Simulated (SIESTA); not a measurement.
# Nd: 7 runs along one coordinate

System: Nd (Fm-3m, 1 atom in the cell).
Method: Kohn-Sham DFT of a periodic cell, PBE, PseudoDojo 3+ lanthanides (4f in the core), converted to PSML, spin-polarised (SIESTA 5.4.2).

The 7 runs differ only in the geometry, by an even scaling of the cell at fixed fractional positions. The structure derives from a Materials Project entry.

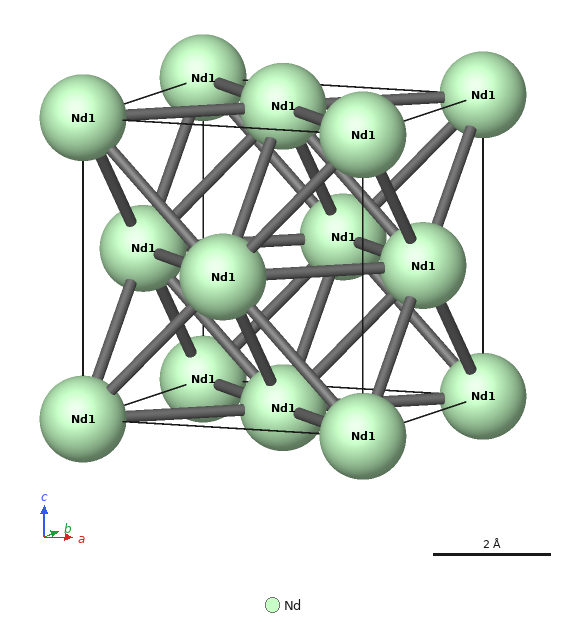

Figure 1. The structure of run 4 (ball-and-stick view of the cell 4 times as large as that of the calculation, set on its symmetry axes, seen slightly off an axis; atoms are numbered from 1 in the order of the input).

**The input of run 4**
```
SystemName                      Nd
SystemLabel                     Nd
NumberOfSpecies                 1
NumberOfAtoms                   1
%block ChemicalSpeciesLabel
  1  60 Nd
%endblock ChemicalSpeciesLabel
%include structure.fdf

%block kgrid.MonkhorstPack
    9   0   0  0.0
    0   9   0  0.0
    0   0   9  0.0
%endblock kgrid.MonkhorstPack
XC.Functional                   GGA
XC.Authors                      PBE
PAO.BasisSize                   DZP
PAO.EnergyShift                 0.002 Ry
Mesh.Cutoff                     800 Ry
Spin                            polarized
%block DM.InitSpin
    1   3.000
%endblock DM.InitSpin
OccupationFunction              FD
ElectronicTemperature           0.05 eV
MaxSCFIterations                200
SCF.MustConverge                false
SCF.Mixer.Method                Pulay
SCF.Mixer.Weight                0.1
SCF.Mixer.History               10
SCF.DM.Tolerance                5.0e-05
SCF.H.Tolerance                 1.0e-03 eV
WriteForces                     true
Charge.Mulliken                 end
Charge.Hirshfeld                end
Charge.Voronoi                  end
SaveRho                         true
SaveElectrostaticPotential      true
%block SyntheticAtoms
  1
  6 6 5 5
  2.0 0.0 1.0 0.0
%endblock SyntheticAtoms
%block PAO.Basis
  Nd 5
  n=5 0 1
    4.073
  n=6 0 2
    9.500 0.000
  n=5 1 1
    4.849
  n=6 1 1
    9.500
  n=5 2 2
    8.844 0.000
%endblock PAO.Basis
```

**File structure.fdf of run 4**
```
LatticeConstant                 1.0 Ang
%block LatticeVectors
     0.0000000000     2.6049204508     2.6049204508
     2.6049204508     0.0000000000     2.6049204508
     2.6049204508     2.6049204508     0.0000000000
%endblock LatticeVectors
AtomicCoordinatesFormat         Fractional
%block AtomicCoordinatesAndAtomicSpecies
     0.0000000000     0.0000000000     0.0000000000  1  Nd
%endblock AtomicCoordinatesAndAtomicSpecies
```

Command:
```bash
siesta Nd.fdf > Nd.out 2>&1
```

Lattice vectors (Å) and fractional positions of run 4:
```
   0.000000    2.604920    2.604920
   2.604920    0.000000    2.604920
   2.604920    2.604920    0.000000
Nd  0.000000  0.000000  0.000000
```

Run 5 has the same physical settings and fractional positions; its lattice vectors (Å) are:
```
   0.000000    2.622172    2.622172
   2.622172    0.000000    2.622172
   2.622172    2.622172    0.000000
```

**Results, with one run withheld**

| run | volume per atom (Å³) | free energy per atom, from the lowest run given (meV) | pressure (GPa) |
| --- | --- | --- | --- |
| 1 | 33.231 | 24.46 | 3.19 |
| 2 | 33.938 | 12.48 | 2.26 |
| 3 | 34.645 | 4.45 | 1.41 |
| 4 | 35.352 | 0.00 | 0.63 |
| 5 | 36.059 | ? | ? |
| 6 | 36.766 | 0.81 | −0.77 |
| 7 | 37.473 | 5.62 | −1.39 |

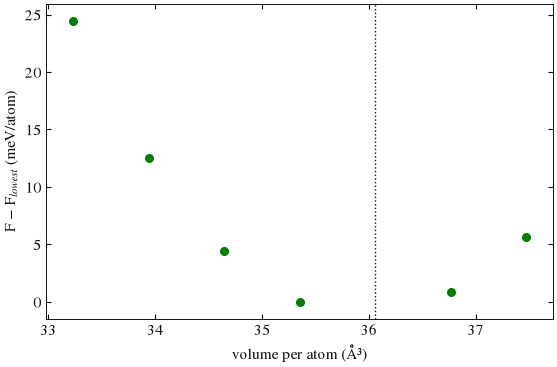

Figure 2. Free energy per atom of the runs given; the dotted line marks run 5.

Fit the runs given and predict run 5.

A cubic polynomial in V^(−2/3) (the Birch–Murnaghan form), fitted to the 6 runs given, misses them by at most 0.02 meV per atom. With x = V^(−2/3) − 0.09314 Å⁻², it reads F = 0.75774 + 2852.2 x + 1.0508e+06 x² − 5.6074e+06 x³ (meV per atom). At run 5 it gives −1.13 meV per atom, and the run itself gives −1.14. The slope of the fit gives a pressure −dF/dV of −0.10 GPa there, and the run prints −0.09 GPa. The fit has its minimum at 35.955 Å³ per atom, where V d²F/dV² gives 35.8 GPa: the bulk modulus at this level, since symmetry fixes the shape and the positions.

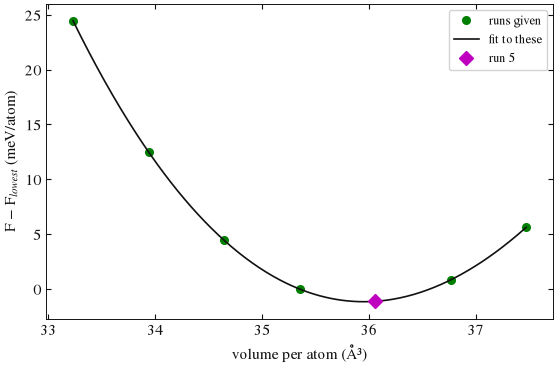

Figure 3. The fit and the withheld run.

**Some lines of the output (run 5)**
```
[...]
outcell: Cell volume (Ang**3)        :     36.0590
stepf: Fermi-Dirac step function
siesta: Etot    =     -1039.706469
siesta: FreeEng =     -1039.718519
        iscf     Eharris(eV)        E_KS(eV)     FreeEng(eV)     dDmax    Ef(eV) dHmax(eV)
siesta: E_KS(eV) =            -1039.7872
siesta: E_KS - E_eggbox =     -1039.7872
siesta: Etot    =     -1039.787215
siesta: FreeEng =     -1039.800909
siesta:         Fermi =      -5.070421
siesta: Cell volume =         36.058990 Ang**3
    Orbital volume contribution        =           2.405254 eV
```

Notes: Points of doubt noted for this run: mulliken charges of long orbitals; trivalent lanthanide file without f moment. With a small basis of atomic orbitals these values can differ much from converged plane-wave results.
